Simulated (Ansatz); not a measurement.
System: Ca.

Input file:

```
crystal:
  lattice:
    - [-1.9957135922, 1.9957135922, 2.8219390194]
    - [1.9957135922, -1.9957135922, 2.8219390194]
    - [1.9957135922, 1.9957135922, -2.8219390194]
  atoms:
    - { symbol: Ca, position: [0.0, 0.0, 0.0] }
basis:
  ecutwfc: 420
kpoints:
  mp_grid: { grid: [16, 16, 16] }
hamiltonian:
  xc: pbesol
scf:
  occupations: { method: gaussian, width: 0.15 }
output:
  forces: true
  stress: true
  eigenvalues: true
  write_density: true
  write_potential: true
  elf: true
  volumetric_format: npy
```

Launched as:

```sh
ansatz run input.yaml --threads 1 --pin off --max-ram 2560MiB --backend cpu --events-out ev --progress --plain --runs-dir out
```

Below, planes, directions and counts refer to the conventional cell (a = 5.64 Å, b = 5.64 Å, c = 5.64 Å, α = 90.00°, β = 90.00°, γ = 90.00°).

Space group Fm-3m.

Level of theory: DFT PBEsol, scalar-relativistic, plane waves, PAW in Ansatz.

### Predict the valence pseudo-density and electron localisation function between the atoms.

Ca–Ca (3.99 Å): ρ at the midpoint is about 0.05 e/Å³; the ELF is about 0.40 at the midpoint: no localised pair shows between them.

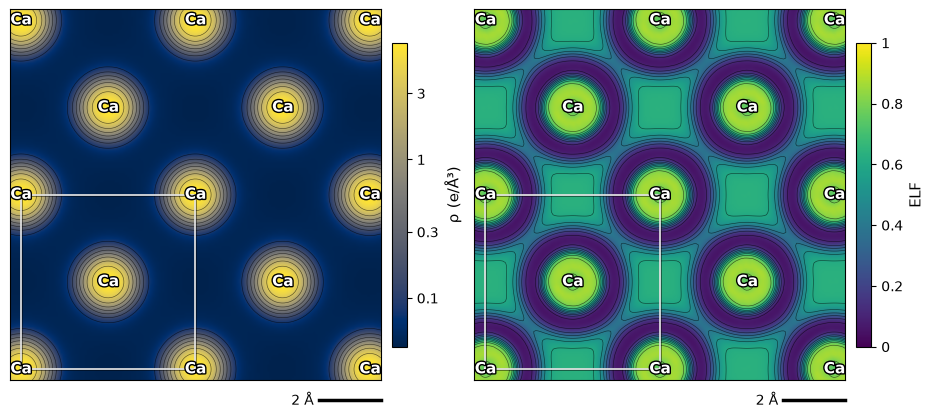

Computed valence pseudo-density and electron localisation function on the (010) plane of the conventional cell, in this order. 

In a PAW calculation such maps are meaningful between the atoms, not at the nuclei.
